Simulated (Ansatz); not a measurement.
**CdSe (F-43m): converging a phonon calculation**

How do the frequencies of CdSe (F-43m) move with q mesh, k mesh and cutoff?

Main program and level: Ansatz 0.2.0; DFT PBE, scalar-relativistic, plane waves, PAW; PAW set soft_1.

### 1. Starting point

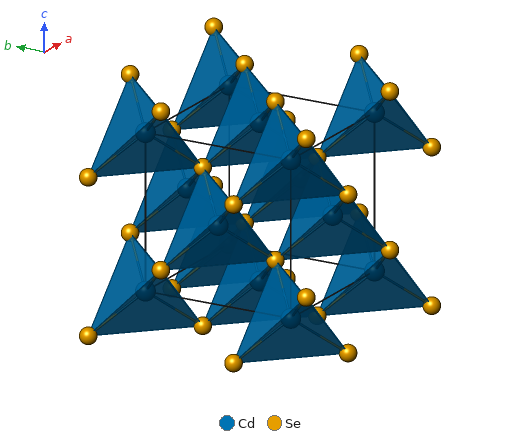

The starting structure, seen from a free direction (cadmium blue, selenium orange). This picture shows the conventional cell, with its axes. Some periodic images of atoms are drawn too.

Structure file:

```cif
data_structure
_symmetry_space_group_name_H-M 'P 1'
_symmetry_Int_Tables_number 1
_cell_length_a 4.3812
_cell_length_b 4.3812
_cell_length_c 4.3812
_cell_angle_alpha 60.000
_cell_angle_beta 60.000
_cell_angle_gamma 60.000
_cell_volume 59.47
loop_
_atom_site_label
_atom_site_type_symbol
_atom_site_fract_x
_atom_site_fract_y
_atom_site_fract_z
_atom_site_occupancy
Cd1 Cd 0.00000 0.00000 0.00000 1
Se2 Se 0.75000 0.75000 0.75000 1
```

### 2. Tight relaxation

The k mesh is raised to 20×20×20 since a zone-centre run on the first mesh warned that it was too coarse for the force constants, and the cell is relaxed again on it.

The input, input.yaml:

```yaml
crystal:
  lattice:
    - [0.0, 3.0979714647, 3.0979714647]
    - [3.0979714647, 0.0, 3.0979714647]
    - [3.0979714647, 3.0979714647, 0.0]
  atoms:
    - { symbol: Cd, position: [0.0, 0.0, 0.0] }
    - { symbol: Se, position: [0.75, 0.75, 0.75] }
kpoints:
  mp_grid: { grid: [20, 20, 20] }
hamiltonian:
  xc: pbe
  pseudopotentials: { kind: paw, azcp: { folder: soft_1 } }
scf:
  occupations: { method: fixed }
output:
  forces: true
  stress: true
  eigenvalues: true
relax:
  adjacent_minimum: "off"
  f_tol: 0.001
  max_steps: 60
  cell: { stress_tol: 0.01 }
```

The run is started by

```
ansatz run input.yaml --threads 4 --pin off --max-ram 10240MiB --backend cpu --events-out ev --progress --plain --runs-dir out
```

Numbers of over 12 decimals in the logs are rounded to 6 here.

Output:

```text
Engine: ansatz 0.2.0, x86_64-unknown-linux-gnu
Pseudopotentials: kind: paw
Pseudopotential: Cd, paw, valence charge 20, recommended cutoff 420 eV (normal), soft_1/Cd.paw.azcp
Pseudopotential: Se, paw, valence charge 16, recommended cutoff 420 eV (normal), soft_1/Se.paw.azcp
Functional definition: PBE
  parameter kappa = 0.804
  parameter beta = 0.066725
  exchange = pbe_x(kappa = kappa, mu = beta*pi^2/3)
[...]
--- Relaxed structure (1 steps of the walk, 1 accepted, 1 SCFs on fresh bases) ---
  F+E_penalty+E_count = -13724.87891619 eV   max|allowed force component| = 7.922e-17 eV/Å   (the final SCF, on the basis selected at the relaxed cell)
  cell:  # Å, volume = 59.4651 Å³
    - [0.0, 3.0979714647, 3.0979714647]
    - [3.0979714647, 0.0, 3.0979714647]
    - [3.0979714647, 3.0979714647, 0.0]
  atoms:
    - { symbol: Cd, position: [0.0, 0.0, 0.0] }
    - { symbol: Se, position: [0.75, 0.75, 0.75] }
[key lines of the parts left out:]
SCF converged after 5 iterations
Free energy (F): -13724.878916 eV
Fermi energy:    6.528017 eV
P = ⅓ Tr σ = 0.0058 GPa (0.058 kbar)
```

Wall time 18 s (4 threads of AMD EPYC 7R13 (Zen 3), shared host); peak memory 0.71 GiB.

Little changed from the start: no atom moved by 0.005 Å and no cell edge by 0.1 %.

Numbers from this step:

```
pressure           : 0.005754 GPa
gap on the k-mesh  : 0.4944 eV
volume per atom    : 29.73 Å³
direct gap on mesh : 0.4944 eV
```

The forces vanish by symmetry and the pressure is 0.006 GPa, within the tolerances set. The cell now holds 29.73 Å³/atom.

### 3. Zone-centre response

The zone centre is the only wavevector solved here; it holds the modes that light can see, as far as symmetry allows. The response to a homogeneous field gives the Born charges and the dielectric tensor.

Changes to input.yaml since step 2:

```diff
@@ -16,9 +16,6 @@
 output:
-  forces: true
-  stress: true
   eigenvalues: true
-relax:
-  adjacent_minimum: "off"
-  f_tol: 0.001
-  max_steps: 60
-  cell: { stress_tol: 0.01 }
+phonons:
+  method: dfpt
+  dielectric: true
+  rigid_motions: translations
```

Output:

```text
[...]
Crystal: 2 atoms, lattice volume = 59.465 Å³
Basis set: ecut = 420 eV, 1211 PW (Γ), exchange–correlation on 60×60×60 points (8 copies of the dense FFT grid, shifted against one another)
Bands: 22, of which v1, the nominal top of the filled ones, is band 18 counted from 1 (17 counted from 0)
Symmetry: 24 space group operations
k-points: 1166 of 8000 (irreducible under 4 space group operations, time reversal used)
[...]
SCF iter   1: F=—  HF=-13725.443066 eV  |F-HF|=—  |Δ(HF+E_count)|=         —  Δρ=5.01e-2  dr2=1.52e0  ethr=3.10e-3  ⟨swp⟩=4.7  Hψ=95017  notcnv=0  defer=2289
[...]
SCF iter   9: F=-13724.878916 eV  HF=-13724.878916 eV  |F-HF|=7.09e-11  |Δ(HF+E_count)|=   4.48e-9  Δρ=2.02e-7  dr2=2.69e-11  ethr=1.00e-12  ⟨swp⟩=7.9  Hψ=161343  notcnv=0
SCF 1 converged in 9 iterations: F = -13724.878916 eV  dr2 = 2.69e-11
[...]
NSCF: frozen V_eff on 1 k-points
DFPT response loops at Γ: preconditioner auto → none (the input reference at scf.mixing.eps_inf says where Resta's filter doesn't serve); β = 0.50; Broyden in place of MSR1
── the response to a field inside a basis, on 22×22×22 k-points: an SCF that follows is theirs, and a resumed run solves both again ──
Bands: 19, of which v1, the nominal top of the filled ones, is band 18 counted from 1 (17 counted from 0)
k-points: 1012
[...]
Eigensolver: Dense (1012 Hₖ)
SCF iter   1: F=—  HF=-13724.875323 eV  |F-HF|=—  |Δ(HF+E_count)|=         —  Δρ=1.74e-4  dr2=2.92e-6  ethr=1.00e-1
[...]
SCF iter   4: F=-13724.875327 eV  HF=-13724.875327 eV  |F-HF|=3.00e-9  |Δ(HF+E_count)|=   1.71e-8  Δρ=5.79e-6  dr2=1.31e-8  ethr=5.83e-10
SCF 1 converged in 4 iterations: F = -13724.875327 eV  dr2 = 1.31e-8
[...]
WARN: field response: ε∞ stands inside a basis, on 22×22×22 points; the force constants stand on the 20×20×20 k-mesh, whose period is 11.51 times the interband length at k = (0.0000, 0.0000, 0.0000), direct gap 0.494 eV, under 14: take them and everything formed from them as unconverged, and compare with a denser kpoints.mp_grid
SCF converged after 9 iterations
Free energy (F): -13724.878916 eV
[...]
Internal energy: -13724.878916 eV  (E = F + TS)
E sigma→0 (E₀):  -13724.878916 eV
Fermi energy:    6.528014 eV
[...]
--- Band table (eV; the first three rows and the last of 1166) ---
  k-point 0: bands = [... 14 lower, -0.9096, 6.5280, 6.5280, 6.5280, 7.0224, 12.4658, 12.4658, 12.4658]
  k-point 1: bands = [... 14 lower, -0.9098, 6.1723, 6.5089, 6.5089, 7.3521, 12.4092, 12.4992, 12.4992]
  k-point 2: bands = [... 14 lower, -0.9102, 5.6361, 6.4544, 6.4544, 7.8054, 12.2885, 12.5917, 12.5917]
  k-point 1165: bands = [... 14 lower, -0.4954, 2.8010, 4.4989, 4.5493, 11.3209, 11.7467, 12.8938, 14.1279]
--- Phonons (Γ-DFPT): 2 representative perturbations + reference, on 1166 of 8000 k-points (Σ response iterations 6) ---
  k mesh reduced under 4 symmetry operations, with k and −k counted as one. Each operation leaves every solved perturbation unchanged. A smaller set is not considered because the run solves the response to a homogeneous field
  ASR residual: 1.943e-4 → 0.000e0 eV/Å²; symmetrization residual: 9.589e-6 eV/Å²
  ASR residual per site (eV/Å²): 1.05e-4 1.94e-4
  Γ frequencies (cm⁻¹): 0.00 0.00 0.00 154.60 154.60 154.60
  ε∞ (high-frequency dielectric tensor):
        8.088296    -0.000000     0.000000
       -0.000000     8.088296     0.000000
        0.000000     0.000000     8.088296
  ε⁰ (static dielectric tensor: ions relaxed, cell fixed):
       12.097437    -0.000000     0.000000
       -0.000000    12.097437    -0.000000
        0.000000    -0.000000    12.097437
  ε⁰ − ε∞ (ionic part):
        4.009142    -0.000000    -0.000000
       -0.000000     4.009142    -0.000000
       -0.000000    -0.000000     4.009142
  softest optical mode at Γ: 154.60 cm⁻¹; the repairs (sum rule, projections) moved no ω² at Γ by more than (0.93 cm⁻¹)²
  Born effective charges Z* (e; rows j = field, columns β = displacement):
    site 0:
         2.31757   -0.00000    0.00000
        -0.00000    2.31757    0.00000
        -0.00000    0.00000    2.31757
    site 1:
        -2.31757    0.00000   -0.00000
         0.00000   -2.31757   -0.00000
         0.00000   -0.00000   -2.31757
  Z* charge neutrality: 2.100e-3 e pre-enforcement
  solved inside a basis spanned on kpoints, on 22×22×22 k-points transformed towards the longest dipole: ε∞ is read to err by 2.4e-2, Z* by 2.2e-2 e (field_mesh: kpoints solves on kpoints); Z* is corrected for what the basis lacks
  optical modes at Γ without the LO–TO term, one row a degenerate level:
      ω (cm⁻¹)  modes    IR ((D/Å)²/amu)
        154.60      3             8.0144
  optical modes at Γ + LO–TO along q̂ = [1.0000, 0.0000, 0.0000]:
      ω (cm⁻¹)  modes    IR ((D/Å)²/amu)
        154.60      2             5.3429
        189.07      1             2.6715
  optical modes at Γ + LO–TO along q̂ = [0.0000, 1.0000, 0.0000]:
      ω (cm⁻¹)  modes    IR ((D/Å)²/amu)
        154.60      2             5.3429
        189.07      1             2.6715
  optical modes at Γ + LO–TO along q̂ = [0.0000, 0.0000, 1.0000]:
      ω (cm⁻¹)  modes    IR ((D/Å)²/amu)
        154.60      2             5.3429
        189.07      1             2.6715
```

Run time: 5.5 min. Hardware: 4 threads; peak memory 5 GiB.

This step gave:

| Property | Result |
| --- | --- |
| sum-rule residual before enforcement | 1.94e-4 eV/Å² |
| miss of the charge sum rule | 0.002100 e |
| estimated error of the dielectric tensor | 0.02377 |
| estimated error of the Born charges | 0.02236 e |
| point group | -43m |
| highest optical mode at the zone centre (no LO-TO term) | 154.6 cm⁻¹ |
| lowest optical zone-centre mode | 154.6 cm⁻¹ |
| mean high-frequency dielectric constant | 8.088 |
| largest Born charge (third of the trace) | 2.318 e |
| mean static dielectric constant | 12.10 |
| top of the zone-centre spectrum with the field | 189.1 cm⁻¹ |

Without the LO-TO term. Patterns of degenerate modes are one choice out of their space. The modes at Γ (shares of kinetic energy by element, %):

| mode | frequency (cm⁻¹) | symmetry | Cd % | Se % |
| --- | --- | --- | --- | --- |
| 1 | 0.0 | acoustic | 59 | 41 |
| 2 | 0.0 | acoustic | 59 | 41 |
| 3 | 0.0 | acoustic | 59 | 41 |
| 4 | 154.6 | T2 | 41 | 59 |
| 5 | 154.6 | T2 | 41 | 59 |
| 6 | 154.6 | T2 | 41 | 59 |

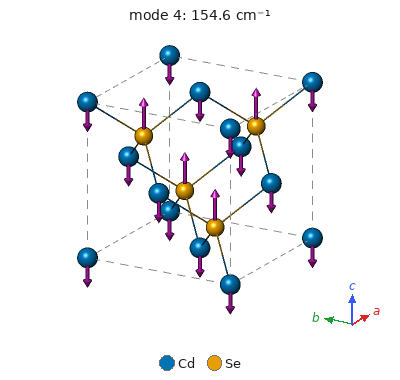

Displacement patterns of mode 4 at Γ; arrows are exaggerated. Bonds to atoms that aren't drawn are left out. Some periodic images of atoms are drawn too.

Before it was imposed, the acoustic sum rule was missed by 1.9e-4 eV/Å² and the charge sum rule by 0.0021 e. Small misses are needed for a sound result but don't prove that mesh and cutoff are converged. The lowest optical mode is real, 155 cm⁻¹.

The log warns of the k mesh: “the force constants stand on the 20×20×20 k-mesh, whose period is 11.51 times the interband length at k = (0.0000, 0.0000, 0.0000), direct gap 0.494 eV, under 14: take them and everything formed from them as unconverged”.

### 4. Another k mesh, k-mesh 6×6×6, q mesh 2×2×2

The k mesh is changed to 6×6×6 on a small fixed q mesh, to find the coarsest that serves.

input.yaml, the sections that differ from step 3:

```yaml
kpoints:
  mp_grid: { grid: [6, 6, 6] }
phonons:
  method: dfpt
  dielectric: true
  rigid_motions: translations
  qmesh: [2, 2, 2]
  temperatures: { t_max: 1000, t_step: 50 }
  qpath:
    path:
      - [[0.0, 0.0, 0.0], [-0.5, -0.5, 0.0], [-0.375, -0.375, 0.25]]
      - [[-0.375, 0.0, 0.375], [0.0, 0.0, 0.0], [0.0, 0.0, 0.5], [-0.5, -0.25, 0.25], [-0.5, -0.5, 0.0]]
    npoints: 10
# crystal, hamiltonian, scf, output: as in step 3
```

Output:

```text
Warning: phonons: the dynamical matrix that this run interpolates holds no multipole term above the dipole-dipole one, and a site of this crystal is no centre of inversion, so its interpolated transverse optical and acoustic branches and sound speeds can stay off near Gamma, and the density of states and the thermodynamics with them. What a run solves at a wave vector of phonons.qpoints, Gamma apart, where the deck admits one, is free of this, and under fd what a larger phonons.supercell samples
[...]
Crystal: 2 atoms, lattice volume = 59.465 Å³
Basis set: ecut = 420 eV, 1211 PW (Γ), exchange–correlation on 60×60×60 points (8 copies of the dense FFT grid, shifted against one another)
Bands: 22, of which v1, the nominal top of the filled ones, is band 18 counted from 1 (17 counted from 0)
Symmetry: 24 space group operations
k-points: 46 of 216 (irreducible under 4 space group operations, time reversal used)
[...]
SCF iter   1: F=—  HF=-13725.435467 eV  |F-HF|=—  |Δ(HF+E_count)|=         —  Δρ=5.01e-2  dr2=1.51e0  ethr=3.10e-3  ⟨swp⟩=4.7  Hψ=3759  notcnv=0  defer=84
[...]
SCF iter   9: F=-13724.874294 eV  HF=-13724.874294 eV  |F-HF|=5.82e-11  |Δ(HF+E_count)|=   4.55e-9  Δρ=2.00e-7  dr2=2.66e-11  ethr=1.00e-12  ⟨swp⟩=8.3  Hψ=6411  notcnv=0
SCF 1 converged in 9 iterations: F = -13724.874294 eV  dr2 = 2.66e-11
[...]
Bands: 19, of which v1, the nominal top of the filled ones, is band 18 counted from 1 (17 counted from 0)
k-points: 60
[...]
Eigensolver: Dense (60 Hₖ)
SCF iter   1: F=—  HF=-13724.875586 eV  |F-HF|=—  |Δ(HF+E_count)|=         —  Δρ=2.21e-4  dr2=3.41e-5  ethr=1.00e-1
[...]
SCF iter   4: F=-13724.875581 eV  HF=-13724.875581 eV  |F-HF|=3.51e-8  |Δ(HF+E_count)|=   4.78e-7  Δρ=1.23e-5  dr2=6.91e-8  ethr=1.51e-9
SCF 1 converged in 4 iterations: F = -13724.875581 eV  dr2 = 6.91e-8
[...]
SCF converged after 9 iterations
Free energy (F): -13724.874294 eV
[...]
Internal energy: -13724.874294 eV  (E = F + TS)
E sigma→0 (E₀):  -13724.874294 eV
Fermi energy:    6.532353 eV
[...]
--- Band table (eV; the first three rows and the last of 46) ---
  k-point 0: bands = [... 14 lower, -0.9105, 6.5324, 6.5324, 6.5324, 7.0243, 12.4668, 12.4668, 12.4668]
  k-point 1: bands = [... 14 lower, -0.9111, 4.8998, 6.3449, 6.3449, 8.3256, 12.1954, 12.7673, 12.7673]
  k-point 2: bands = [... 14 lower, -0.8825, 3.2315, 6.0113, 6.0113, 8.8539, 12.9492, 13.0126, 13.0126]
  k-point 45: bands = [... 14 lower, -0.5412, 2.7717, 4.4233, 5.1357, 10.7758, 11.8688, 12.9871, 14.9115]
[...]
ASR residual: 1.933e-4 → 0.000e0 eV/Å²; symmetrization residual: 1.107e-5 eV/Å²
  ASR residual per site (eV/Å²): 9.83e-5 1.93e-4
  Γ frequencies (cm⁻¹): 0.00 0.00 0.00 154.42 154.42 154.42
  ε∞ (high-frequency dielectric tensor):
        8.087840     0.000000    -0.000000
        0.000000     8.087840     0.000000
       -0.000000     0.000000     8.087840
  ε⁰ (static dielectric tensor: ions relaxed, cell fixed):
       12.105487     0.000000    -0.000000
        0.000000    12.105487    -0.000000
       -0.000000    -0.000000    12.105487
  ε⁰ − ε∞ (ionic part):
        4.017647     0.000000     0.000000
        0.000000     4.017647    -0.000000
        0.000000    -0.000000     4.017647
[...]
Born effective charges Z* (e; rows j = field, columns β = displacement):
    site 0:
         2.31741    0.00000    0.00000
         0.00000    2.31741    0.00000
         0.00000    0.00000    2.31741
    site 1:
        -2.31741   -0.00000   -0.00000
        -0.00000   -2.31741   -0.00000
        -0.00000   -0.00000   -2.31741
  Z* charge neutrality: 2.493e-3 e pre-enforcement
[...]
optical modes at Γ without the LO–TO term, one row a degenerate level:
      ω (cm⁻¹)  modes    IR ((D/Å)²/amu)
        154.42      3             8.0133
  optical modes at Γ + LO–TO along q̂ = [1.0000, 0.0000, 0.0000]:
      ω (cm⁻¹)  modes    IR ((D/Å)²/amu)
        154.42      2             5.3422
        188.92      1             2.6711
  optical modes at Γ + LO–TO along q̂ = [0.0000, 1.0000, 0.0000]:
      ω (cm⁻¹)  modes    IR ((D/Å)²/amu)
        154.42      2             5.3422
        188.92      1             2.6711
  optical modes at Γ + LO–TO along q̂ = [0.0000, 0.0000, 1.0000]:
      ω (cm⁻¹)  modes    IR ((D/Å)²/amu)
        154.42      2             5.3422
        188.92      1             2.6711
--- Phonons (arbitrary-q DFPT): 3 irreducible q on the 2×2×2 mesh ---
  q = [0.0000, 0.0000, 0.0000] (star 1, of the zone-centre solve; hermiticity 5.44e-6, symmetrization 8.90e-13): -0.00 -0.00 0.00 154.42 154.42 154.42
  q = [0.0000, 0.0000, -0.5000] (star 4, 2 solved perturbations on 68 of 216 k-point pairs; hermiticity 2.11e-6, symmetrization 1.48e-12): 34.65 34.65 118.40 160.48 160.48 173.38
  q = [0.0000, -0.5000, -0.5000] (star 3, 4 solved perturbations in 152 linear systems a pass and spin channel, the states on 46 of 216 k-point pairs; hermiticity 9.31e-7, symmetrization 3.62e-13): 42.42 42.42 133.42 162.78 168.65 168.65
  sum rule: each row above includes the acoustic sum rule's correction from the zone centre's row sums; it moved no ω² by more than (0.82 cm⁻¹)²
  mesh force constants: q→R imaginary residual 4.51e-17; ASR residual 1.933e-4 → 0.000e0 eV/Å²; symmetrization residual 5.329e-15 eV/Å²
  interpolated dispersion: 63 rows × 6 modes
  density of states and harmonic sums: on the 18×18×18 q-mesh, interpolated from the force constants of a 2×2×2 supercell (with the dipole–dipole term)
  largest difference from the sums on the solved wave vectors: F 7.24e-2 eV, S 1.05e-4 and C_V 3.22e-5 eV/K
  zero-point energy: 0.042991 eV/cell   skipped modes (ω ≤ 0): 3   left out of the sums: 8.57e-5 of the cell's modes: C_V's classical limit lies that fraction below 3 k_B per atom; for a crystal, a wire or a layer, F and S can be off by more, and a phonons.interpolated_qmesh denser along its periods is the remedy for the sampling
```

Wall time 26 s (4 threads); peak memory 0.62 GiB; 91 s of CPU time.

The run finished; it serves as a test, and its numbers are not taken as the result.

[end of part 1 of 2]

[Logs are printed without paths, hosts, clocks, repeated set-up lines and the standing remarks that a program may print on its own settings, such as how far it seeks lower states.]

[Hosts, paths, dates, database ids (printed as entryN), source tags and the programs' standing remarks are cut or masked in the printed files.]
